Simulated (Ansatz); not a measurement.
## Dielectric response of MgO (110) films

How well do thin rocksalt MgO (110) films screen a perpendicular field?

Calculated with Ansatz 0.2.0; plane-wave DFT, PBE, Ansatz PAW, in the first sound run; inputs show where later runs differ.

The experiments to compare with:

“Infrared Optical Properties of Ferropericlase (Mg1-xFexO): Experiment and Theory” (2007, arxiv:0704.2267) reports for MgO, rocksalt, by infrared reflectance, oscillator fit (wedged single crystal slab, 295 K): ε∞ (high-frequency dielectric constant) 2.95 ± 0.1.

This is a report of a sequence of runs, with most program output left out.

## 1. Set-up

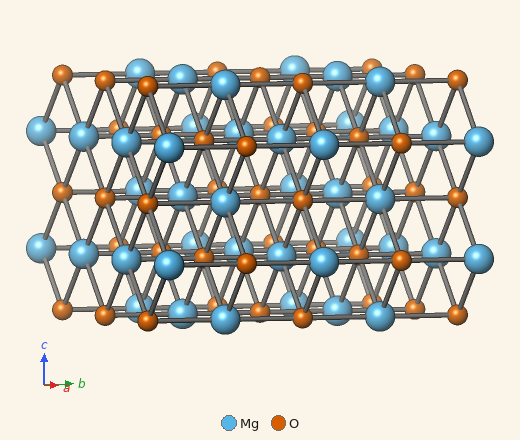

Start, viewed from the side, with the c axis up; magnesium blue, oxygen orange. 3×2×1 cells are drawn. Some periodic images of atoms are drawn too.

The cell holds 10 atoms: 5 Mg and 5 O. Its edges and angles: a = 2.977 Å, b = 4.210 Å, c = 23.954 Å, α = 90.0°, β = 90.0°, γ = 90.0°. It derives from MgO (rocksalt MgO). Vacuum lies along c.

## 2. Relaxation, 10 atoms, units 5

The structure is relaxed first, because levels and dipoles at a surface follow the positions of the outer atoms.

input.yaml reads:

```yaml
crystal:
  lattice:
    - [2.97691955, 0.0, 0.0]
    - [0.0, 4.21, 0.0]
    - [0.0, 0.0, 23.9538390976]
  atoms:
    - { symbol: Mg, position: [0.5, 0.5, 0.375722654] }
    - { symbol: O, position: [0.5, 0.0, 0.375722654] }
    - { symbol: Mg, position: [0.0, 0.0, 0.437861327] }
    - { symbol: O, position: [0.0, 0.5, 0.437861327] }
    - { symbol: Mg, position: [0.5, 0.5, 0.5] }
    - { symbol: O, position: [0.5, 0.0, 0.5] }
    - { symbol: Mg, position: [0.0, 0.0, 0.562138673] }
    - { symbol: O, position: [0.0, 0.5, 0.562138673] }
    - { symbol: Mg, position: [0.5, 0.5, 0.624277346] }
    - { symbol: O, position: [0.5, 0.0, 0.624277346] }
kpoints:
  mp_grid: { grid: [10, 6, 1] }
hamiltonian:
  xc: pbe
scf:
  occupations: { method: fixed }
  convergence: { dr2_threshold: 1.0e-09 }
efield:
  axis: 3
  dipole_correction: true
  ramp_position: 0.97
  ramp_width: 0.06
relax:
  f_tol: 0.003
  max_steps: 100
output:
  write_potential: true
  write_density: true
  volumetric_format: npy
```

Command:

```console
$ ansatz run input.yaml --threads 4 --pin off --max-ram 8192MiB --backend cpu --events-out ev --progress --plain --runs-dir out
```

Run time: 38 s. Hardware: 4 threads of Arm Neoverse V1, shared host; peak memory 0.71 GiB.

Relaxation path:

```csv
step,energy less that of the first step (eV),largest force component (eV/Å)
1,0.0000,0.9791
2,-0.1158,0.5779
3,-0.1846,0.0263
4,-0.1848,0.0057
5,-0.1849,0.0013
```

Forces are held to the 4 operations that the run works with; a distortion that breaks them can't arise in this run.

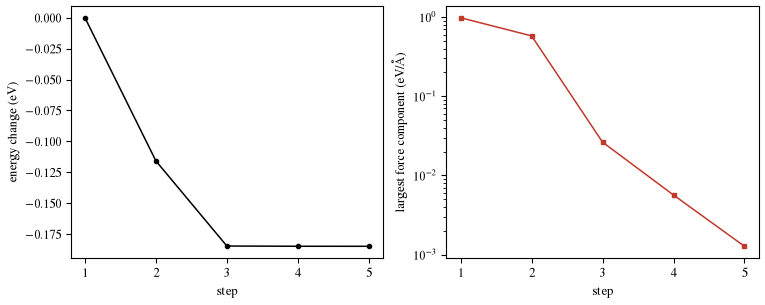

Energy and largest force along the relaxation.

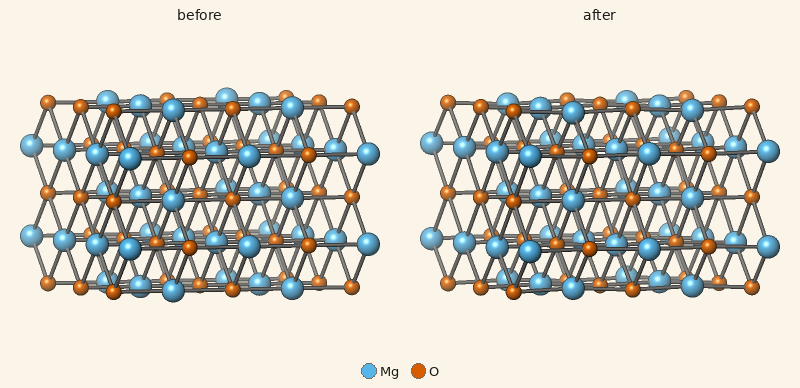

The structure before and after the relaxation, drawn at the same scale.

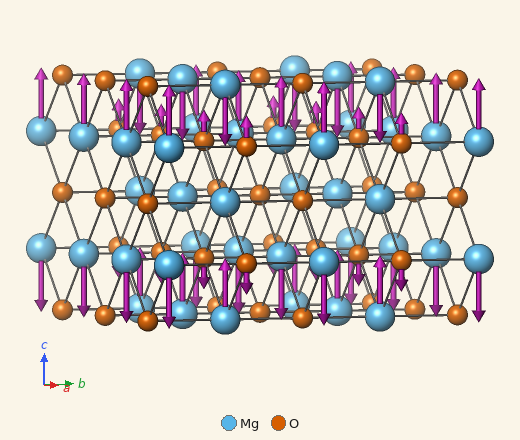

Displacements in the relaxation, exaggerated; the longest in the cell stands for 0.09 Å. 3×2×1 cells are drawn. Some periodic images of atoms are drawn too.

The atoms that moved most (Å):

```csv
atom,dx,dy,dz,length
Mg7,0.000,0.000,0.085,0.085
Mg3,0.000,0.000,-0.085,0.085
Mg1,0.000,0.000,0.081,0.081
Mg9,0.000,0.000,-0.081,0.081
O4,0.000,0.000,-0.038,0.038
O8,0.000,0.000,0.038,0.038
```

Numbers from this step:

```
gap on the k-mesh             : 1.878 eV
dipole along the normal       : 5.50e-7 e·Å
ionisation energy, upper face : 4.569 eV
electron affinity, upper face : 2.692 eV
```

Running mean over 1.488 Å of the planar mean; the ramp of the sawtooth is left out. Electron's electrostatic potential energy less the highest filled level against z:

```csv
z (Å),electron's electrostatic potential energy less the highest filled level (eV)
3,4.57
4,4.57
5,4.57
6,4.56
7,4.40
8,1.79
9,-5.62
10,-6.94
11,-5.62
12,-5.89
13,-5.66
14,-7.00
15,-5.46
16,2.11
17,4.42
18,4.56
19,4.57
20,4.57
```

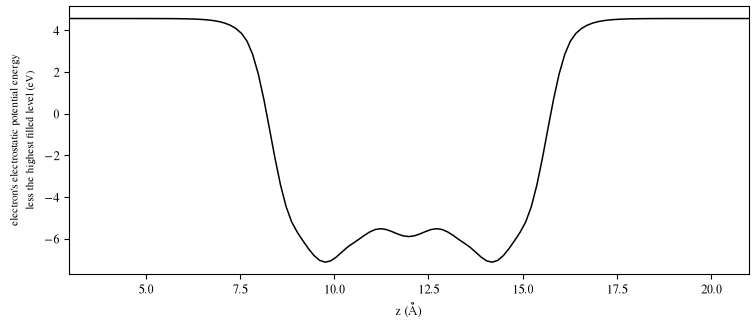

Electron's electrostatic potential energy less the highest filled level, plotted against z.

The relaxation took 5 steps and lowered the energy by 0.18 eV; the largest force on the free atoms ends at 0.0013 eV/Å.

The gap is 1.88 eV, with the valence edge 4.57 eV and the conduction edge 2.69 eV under the upper vacuum level.

## 3. Single point on the relaxed film, 10 atoms, units 5

The film was relaxed beforehand; a single point on the relaxed positions gives its levels and potential.

input.yaml, the sections that differ from step 2:

```yaml
crystal:
  lattice:
    - [2.97691955, 0.0, 0.0]
    - [0.0, 4.21, 0.0]
    - [0.0, 0.0, 23.9538390976]
  atoms:
    - { symbol: Mg, position: [0.5, 0.5, 0.379123233] }
    - { symbol: O, position: [0.5, 0.0, 0.3756539323] }
    - { symbol: Mg, position: [0.0, 0.0, 0.4343001501] }
    - { symbol: O, position: [0.0, 0.5, 0.4362804128] }
    - { symbol: Mg, position: [0.5, 0.5, 0.5000000008] }
    - { symbol: O, position: [0.5, 0.0, 0.4999999998] }
    - { symbol: Mg, position: [0.0, 0.0, 0.5656998509] }
    - { symbol: O, position: [0.0, 0.5, 0.5637195849] }
    - { symbol: Mg, position: [0.5, 0.5, 0.6208767726] }
    - { symbol: O, position: [0.5, 0.0, 0.6243460629] }
output:
  eigenvalues: true
  write_potential: true
  write_density: true
  volumetric_format: npy
# kpoints, hamiltonian, scf, efield: as in step 2
# relax: removed
```

Run time: 12 s. Hardware: 4 threads; peak memory 0.78 GiB; 47 s of CPU time.

This step gave:

* dipole along the normal: -1.25e-6 e·Å
* ionisation energy, upper face: 4.570 eV

Running mean over 1.488 Å of the planar mean; the ramp of the sawtooth is left out. Electron's electrostatic potential energy less the highest filled level against z:

```csv
z (Å),electron's electrostatic potential energy less the highest filled level (eV)
3,4.57
4,4.57
5,4.57
6,4.56
7,4.40
8,1.79
9,-5.62
10,-6.94
11,-5.62
12,-5.89
13,-5.66
14,-7.00
15,-5.46
16,2.11
17,4.42
18,4.56
19,4.57
20,4.57
```

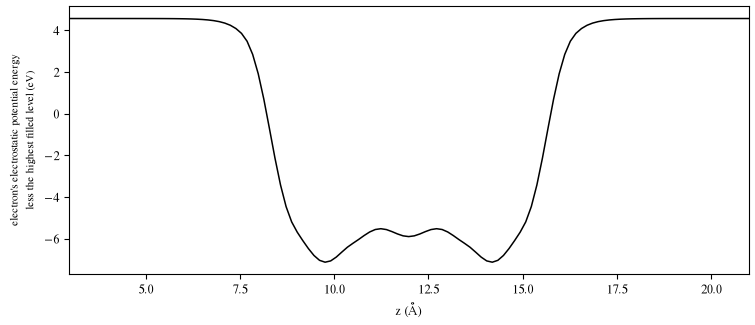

Electron's electrostatic potential energy less the highest filled level, plotted against z.

The gap is 1.88 eV, with the valence edge 4.57 eV and the conduction edge 2.69 eV under the upper vacuum level.

## 4. Single point, 10 atoms, units 5, field 0.05 V/Å

A sawtooth potential applies the field, turning back in the middle of the vacuum. With the dipole correction the typed value is the field outside the slab. The induced dipole is small, so the SCF threshold is tight.

input.yaml, as its differences from that of step 3:

```diff
@@ -22,3 +22,3 @@
   occupations: { method: fixed }
-  convergence: { dr2_threshold: 1.0e-09 }
+  convergence: { dr2_threshold: 1.0e-10 }
 efield:
@@ -28,4 +28,4 @@
   ramp_width: 0.06
+  amplitude: 0.05
 output:
-  eigenvalues: true
   write_potential: true
```

Run time: 15 s. Hardware: 4 threads; peak memory 0.77 GiB; 57 s of CPU time.

This step gave:

```
gap on the k-mesh       : 1.829 eV
dipole along the normal : 0.02258 e·Å
```

The dipole is 0.0226 e·Å, and the gap on the mesh 1.829 eV.

## 5. Single point, 10 atoms, units 5, field -0.05 V/Å

input.yaml, as its differences from that of step 4:

```diff
@@ -28,3 +28,3 @@
   ramp_width: 0.06
-  amplitude: 0.05
+  amplitude: -0.05
 output:
```

The job ended after 14 s (4 threads; peak memory 0.77 GiB).

The dipole is -0.0226 e·Å, and the gap on the mesh 1.829 eV.

## 6. Response with the atoms held, 10 atoms, units 5

This step: plane-wave DFT, PBE, Ansatz PAW; response to a field along the normal, atoms held (Ansatz 0.2.0).

The two fields give this film's response with the atoms held: the electronic part.

This step gave:

| Quantity | Value |
| --- | --- |
| equivalent conductor thickness p/(ε₀AE) | 6.520 Å |
| distance between the outer atoms | 5.957 Å |
| thickness | 7.442 Å |

Local field over the applied field, running mean. From the potentials at -0.05 and 0.05 V/Å; running mean over 1.488 Å, taken twice. The local field over applied field by z:

```csv
z (Å),local field over applied field
5,0.995
6,0.966
7,0.829
8,0.507
9,0.244
10,0.242
11,0.294
12,0.295
13,0.293
14,0.239
15,0.251
16,0.524
17,0.841
18,0.969
19,0.995
```

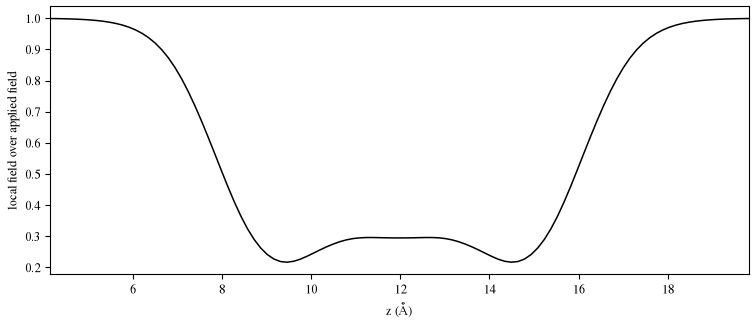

Local field over applied field, plotted against z.

The induced electron density oscillates, so the rows of the table below give means over windows of 2 Å about each position, cut where the curve ends. Its maxima inside the range that stand out by 2 % of the span (Å: e/Å³ per V/Å): 8.0: 0.00309, 9.0: 0.00122, 10.8: 3.3e-4, 12.1: 6.0e-4, 13.9: 0.00117, 15.2: -1.2e-4. Its minima: 8.7: 1.2e-4, 10.1: -0.00117, 11.8: -6.0e-4, 13.3: -3.3e-4, 14.9: -0.00122, 16.0: -0.00309.

Electrons, planar mean, per unit field. Table of induced electron density by z; means over each step:

```csv
z (Å),induced electron density (e/Å³ per V/Å)
6,3.2e-4
8,0.00189
10,-2.8e-4
12,-4.6e-6
14,2.7e-4
16,-0.00190
18,-2.9e-4
```

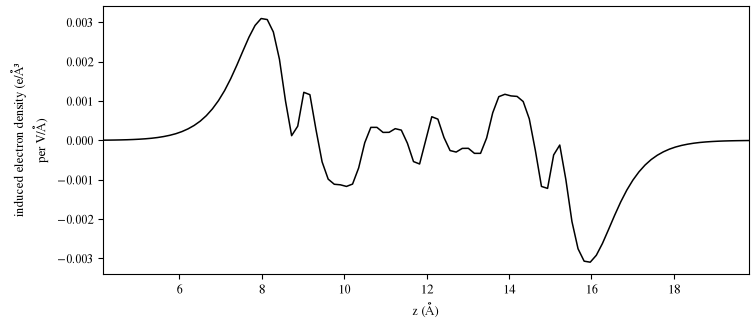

Induced electron density, plotted against z.

By hand: between -0.05 and 0.05 V/Å the dipole changes by 0.04516 e·Å, a slope of 0.4516 e·Å²/V. A perfect conductor of thickness t has p = ε₀AEt, so t = 180.95 × 0.4516 / 12.533 = 6.52 Å (e/ε₀ = 180.95 V·Å, A in Å²).

The induced dipole is that of a conductor 6.52 Å thick.

## 7. Relaxing in the field, 10 atoms, field 0.05 V/Å

This step: plane-wave DFT, PBE, Ansatz PAW (Ansatz 0.2.0).

Now the atoms may follow the field. A weak field makes forces of meV/Å to tens of meV/Å, so the force tolerance is set well below the usual one.

input.yaml, as its differences from that of step 5:

```diff
@@ -28,3 +28,6 @@
   ramp_width: 0.06
-  amplitude: -0.05
+  amplitude: 0.05
+relax:
+  f_tol: 0.0006
+  max_steps: 70
 output:
```

The job ended after 32 s (4 threads; peak memory 0.69 GiB; 2.1 min of CPU time).

Hardly anything moved in the relaxation; the energy changed by under 0.2 meV an atom.

This step gave:

- gap on the k-mesh: 1.868 eV
- dipole along the normal: 0.02812 e·Å

The relaxation took 4 steps and lowered the energy by 1.4e-4 eV; the largest force on the free atoms ends at 3.8e-4 eV/Å.

The dipole is 0.0281 e·Å, and the gap on the mesh 1.868 eV.

## 8. Field on, atoms free, 10 atoms, field -0.05 V/Å

The opposite sign, again from the field-free geometry; the difference of the two cancels what relaxes without a field.

input.yaml, as its differences from that of step 7:

```diff
@@ -28,3 +28,3 @@
   ramp_width: 0.06
-  amplitude: 0.05
+  amplitude: -0.05
 relax:
```

Run time: 41 s. Hardware: 4 threads; peak memory 0.7 GiB.

Hardly anything moved in the relaxation; the energy changed by under 0.2 meV an atom.

The relaxation took 5 steps and lowered the energy by 1.4e-4 eV; the largest force on the free atoms ends at 3.8e-4 eV/Å.

The dipole is -0.0281 e·Å, and the gap on the mesh 1.868 eV.

## 9. Response with the atoms relaxed, 10 atoms, units 5

This step: plane-wave DFT, PBE, Ansatz PAW; response to a field along the normal, atoms relaxed (Ansatz 0.2.0).

The two relaxed runs give the static response.

This step gave:

| Quantity | Value |
| --- | --- |
| equivalent conductor thickness p/(ε₀AE) | 8.120 Å |

Local field over the applied field, running mean. From the potentials at -0.05 and 0.05 V/Å; running mean over 1.488 Å, taken twice. Table of local field over applied field by z:

```csv
z (Å),local field over applied field
5,0.996
6,0.971
7,0.824
8,0.405
9,-0.00432
10,0.0612
11,0.141
12,0.0363
13,0.145
14,0.0528
15,0.0112
16,0.430
17,0.837
18,0.973
19,0.996
```

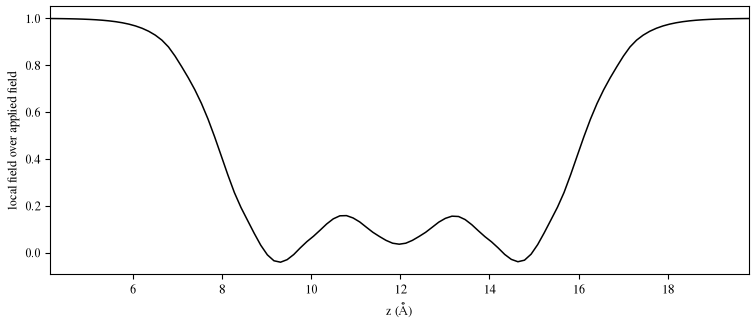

Local field over applied field, plotted against z.

The induced dipole is that of a conductor 8.12 Å thick.

## 10. Relaxation, 16 atoms, units 8

This step: plane-wave DFT, PBE, Ansatz PAW (Ansatz 0.2.0).

System of this step: MgO (110), 8 units. The cell holds 16 atoms: 8 Mg and 8 O. Its edges and angles: a = 2.977 Å, b = 4.210 Å, c = 28.419 Å, α = 90.0°, β = 90.0°, γ = 90.0°. It derives from MgO (rocksalt MgO). Vacuum lies along c.

The next thickness, treated alike, so that differences show the interior and the faces cancel.

input.yaml reads:

```yaml
crystal:
  lattice:
    - [2.97691955, 0.0, 0.0]
    - [0.0, 4.21, 0.0]
    - [0.0, 0.0, 28.4192184208]
  atoms:
    - { symbol: Mg, position: [0.5, 0.5, 0.3166871047] }
    - { symbol: O, position: [0.5, 0.0, 0.3166871047] }
    - { symbol: Mg, position: [0.0, 0.0, 0.3690622177] }
    - { symbol: O, position: [0.0, 0.5, 0.3690622177] }
    - { symbol: Mg, position: [0.5, 0.5, 0.4214373306] }
    - { symbol: O, position: [0.5, 0.0, 0.4214373306] }
    - { symbol: Mg, position: [0.0, 0.0, 0.4738124435] }
    - { symbol: O, position: [0.0, 0.5, 0.4738124435] }
    - { symbol: Mg, position: [0.5, 0.5, 0.5261875565] }
    - { symbol: O, position: [0.5, 0.0, 0.5261875565] }
    - { symbol: Mg, position: [0.0, 0.0, 0.5785626694] }
    - { symbol: O, position: [0.0, 0.5, 0.5785626694] }
    - { symbol: Mg, position: [0.5, 0.5, 0.6309377823] }
    - { symbol: O, position: [0.5, 0.0, 0.6309377823] }
    - { symbol: Mg, position: [0.0, 0.0, 0.6833128953] }
    - { symbol: O, position: [0.0, 0.5, 0.6833128953] }
kpoints:
  mp_grid: { grid: [10, 6, 1] }
hamiltonian:
  xc: pbe
scf:
  occupations: { method: fixed }
  convergence: { dr2_threshold: 1.0e-09 }
efield:
  axis: 3
  dipole_correction: true
  ramp_position: 0.97
  ramp_width: 0.06
relax:
  f_tol: 0.003
  max_steps: 100
output:
  write_potential: true
  write_density: true
  volumetric_format: npy
```

The job ended after 95 s (4 threads; peak memory 1.1 GiB; 6.3 min of CPU time).

Relaxation path:

```csv
step,energy less that of the first step (eV),largest force component (eV/Å)
1,0.0000,0.9918
2,-0.1310,0.6152
3,-0.2177,0.1290
4,-0.2225,0.0394
5,-0.2227,0.0065
6,-0.2227,0.0004
```

Forces are held to the 4 operations that the run works with; a distortion that breaks them can't arise in this run.

The atoms that moved most (Å):

```csv
atom,dx,dy,dz,length
Mg13,0.000,0.000,0.131,0.131
Mg3,0.000,0.000,-0.131,0.131
O4,0.000,0.000,-0.072,0.072
O14,0.000,0.000,0.072,0.072
Mg1,0.000,0.000,0.054,0.054
Mg15,0.000,0.000,-0.054,0.054
O16,0.000,0.000,0.035,0.035
O2,0.000,0.000,-0.035,0.035
```

The relaxation took 6 steps and lowered the energy by 0.22 eV; the largest force on the free atoms ends at 3.9e-4 eV/Å.

The gap is 2.09 eV, with the valence edge 4.61 eV and the conduction edge 2.52 eV under the upper vacuum level.

## 11. The relaxed film, single point, 16 atoms, units 8

input.yaml reads:

```yaml
crystal:
  lattice:
    - [2.97691955, 0.0, 0.0]
    - [0.0, 4.21, 0.0]
    - [0.0, 0.0, 28.4192184208]
  atoms:
    - { symbol: Mg, position: [0.5, 0.5, 0.3185943506] }
    - { symbol: O, position: [0.5, 0.0, 0.3154552557] }
    - { symbol: Mg, position: [0.0, 0.0, 0.3644638366] }
    - { symbol: O, position: [0.0, 0.5, 0.3665182721] }
    - { symbol: Mg, position: [0.5, 0.5, 0.4212525282] }
    - { symbol: O, position: [0.5, 0.0, 0.4205006803] }
    - { symbol: Mg, position: [0.0, 0.0, 0.4728869787] }
    - { symbol: O, position: [0.0, 0.5, 0.4733526871] }
    - { symbol: Mg, position: [0.5, 0.5, 0.5271130221] }
    - { symbol: O, position: [0.5, 0.0, 0.5266473124] }
    - { symbol: Mg, position: [0.0, 0.0, 0.5787474726] }
    - { symbol: O, position: [0.0, 0.5, 0.5794993185] }
    - { symbol: Mg, position: [0.5, 0.5, 0.635536164] }
    - { symbol: O, position: [0.5, 0.0, 0.6334817268] }
    - { symbol: Mg, position: [0.0, 0.0, 0.6814056498] }
    - { symbol: O, position: [0.0, 0.5, 0.6845447444] }
kpoints:
  mp_grid: { grid: [10, 6, 1] }
hamiltonian:
  xc: pbe
scf:
  occupations: { method: fixed }
  convergence: { dr2_threshold: 1.0e-09 }
efield:
  axis: 3
  dipole_correction: true
  ramp_position: 0.97
  ramp_width: 0.06
output:
  eigenvalues: true
  write_potential: true
  write_density: true
  volumetric_format: npy
  elf: true
```

It took 28 s on 4 threads; peak memory 1.2 GiB.

The gap is 2.09 eV, with the valence edge 4.61 eV and the conduction edge 2.52 eV under the upper vacuum level.

## 12. Atoms held, 16 atoms, units 8, field 0.05 V/Å

input.yaml, as its differences from that of step 11:

```diff
@@ -28,3 +28,3 @@
   occupations: { method: fixed }
-  convergence: { dr2_threshold: 1.0e-09 }
+  convergence: { dr2_threshold: 1.0e-10 }
 efield:
@@ -34,4 +34,4 @@
   ramp_width: 0.06
+  amplitude: 0.05
 output:
-  eigenvalues: true
   write_potential: true
@@ -39,2 +39 @@
   volumetric_format: npy
-  elf: true
```

Run time: 33 s. Hardware: 4 threads; peak memory 1.2 GiB.

The dipole is 0.0333 e·Å, and the gap on the mesh 1.955 eV.

## 13. Single point, 16 atoms, units 8, field -0.05 V/Å

input.yaml, as its differences from that of step 12:

```diff
@@ -34,3 +34,3 @@
   ramp_width: 0.06
-  amplitude: 0.05
+  amplitude: -0.05
 output:
```

Wall time 32 s (4 threads); peak memory 1.2 GiB; 2.1 min of CPU time.

The dipole is -0.0333 e·Å, and the gap on the mesh 1.955 eV.

## 14. Response with the atoms held, 16 atoms, units 8

This step: plane-wave DFT, PBE, Ansatz PAW; response to a field along the normal, atoms held (Ansatz 0.2.0).

Local field over the applied field, running mean. From the potentials at -0.05 and 0.05 V/Å; running mean over 1.488 Å, taken twice. The local field over applied field by z:

```csv
z (Å),local field over applied field
4,0.999
6,0.965
8,0.501
10,0.246
12,0.301
14,0.308
16,0.297
18,0.277
20,0.362
22,0.928
24,0.998
```

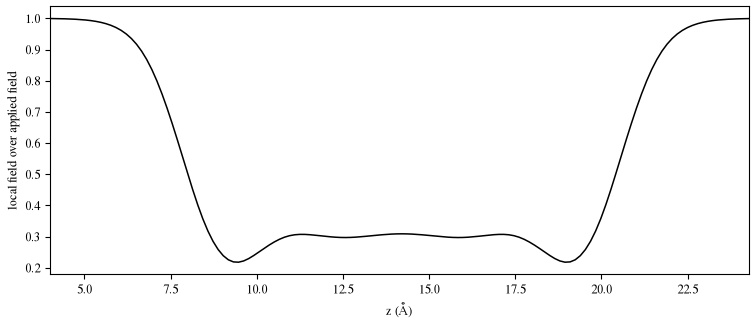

Local field over applied field against z.

The induced dipole is that of a conductor 9.63 Å thick.

(Continued in part 2 of 3.)

[Logs are printed without paths, hosts, clocks, repeated set-up lines and the standing remarks that a program may print on its own settings, such as how far it seeks lower states.]

[Hosts, paths, dates, database ids (printed as entryN), source tags and the programs' standing remarks are cut or masked in the printed files.]

[Maps of the electrostatic potential energy from Ansatz leave out the sawtooth potential of an applied field or a dipole correction, so their vacuum need not be flat; planar profiles and work functions include it.]
